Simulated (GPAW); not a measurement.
## Whose spectrum is this?

Method: GPAW, LDA, RPA, without spin-orbit coupling, line width 0.1 eV (Lorentzian); metals get a typed carrier damping. The response is along the first axis of the cell.

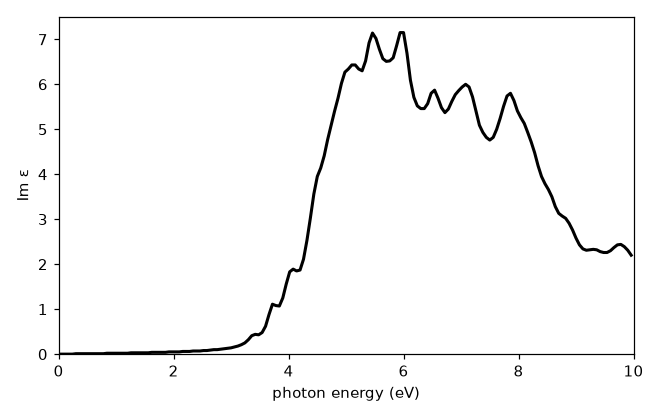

**Question.** To which candidate does it belong?
A. NaI (Fm-3m)
B. KMgF3 (Pm-3m)
C. MgI2 (P-3m1)

**Answer.** C. MgI2 (P-3m1): strongest peak along the first axis at 5.97 eV. The others: KMgF3 (Pm-3m), ε∞ = 2.02 along the first axis, strongest peak along the first axis at 11.21 eV; NaI (Fm-3m), ε∞ = 3.19 along the first axis, strongest peak along the first axis at 5.71 eV.
